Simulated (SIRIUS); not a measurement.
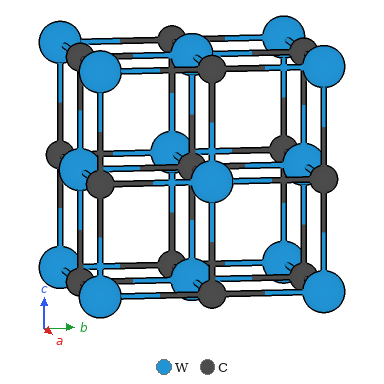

System: WC, space group Fm-3m (No. 225). The picture shows the conventional cell.

Starting cell:
```
W C
1.0
     0.00000    2.19268    2.19268
     2.19268    0.00000    2.19268
     2.19268    2.19268    0.00000
W C
1 1
Cartesian
  0.0000 0.0000 0.0000
  2.1927 2.1927 2.1927
```

Calculation (SIRIUS 7.12.0): plane-wave DFT, no spin polarisation; energies at scaled volumes of the given cell, shape and fractions fixed, counted from the fit's minimum, third-order Birch-Murnaghan fit. Level: PBEsol.

k mesh 10×10×10; occupations Fermi–Dirac; smearing width 0.05 eV; potentials dojo sr pbesol 0.4.1 standard; wave cutoff 1127 eV; density cutoff 4507 eV.

Predict the energy and pressure against volume. The volume takes the values 9.91, 10.12, 10.33, 10.54, 10.75, 10.96, 11.17 Å³/atom.

A third-order Birch–Murnaghan fit gives V0 = 10.27 Å³/atom, B0 = 389 GPa and B′ = 4.3. The energy is 16.05 meV/atom at volume 9.91 Å³/atom and 83.98 meV/atom at 11.17 Å³/atom; the lowest computed point is at volume 10.33 Å³/atom (0.49 meV/atom), and no other minimum shows. The pressure falls from 14.74 GPa at volume 9.91 Å³/atom to −27.59 GPa at 11.17 Å³/atom, and changes sign near 10.27 Å³/atom.

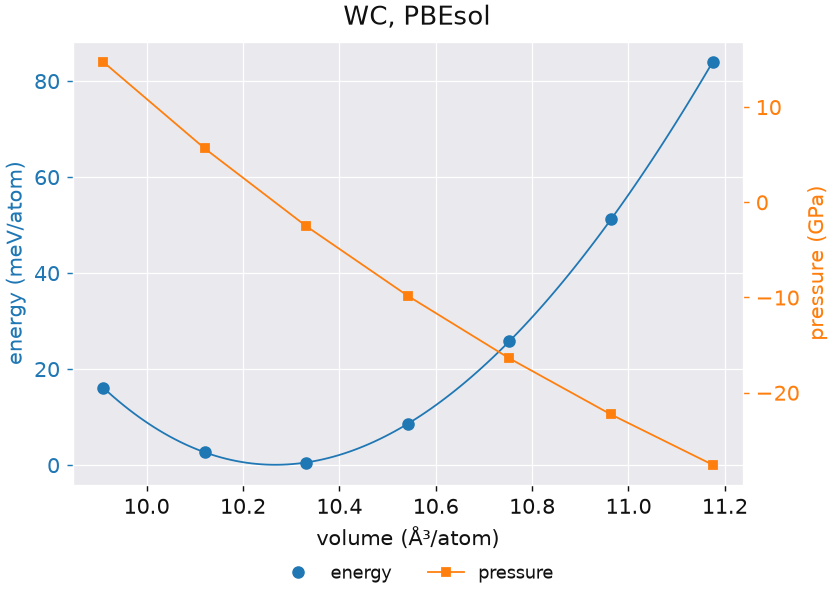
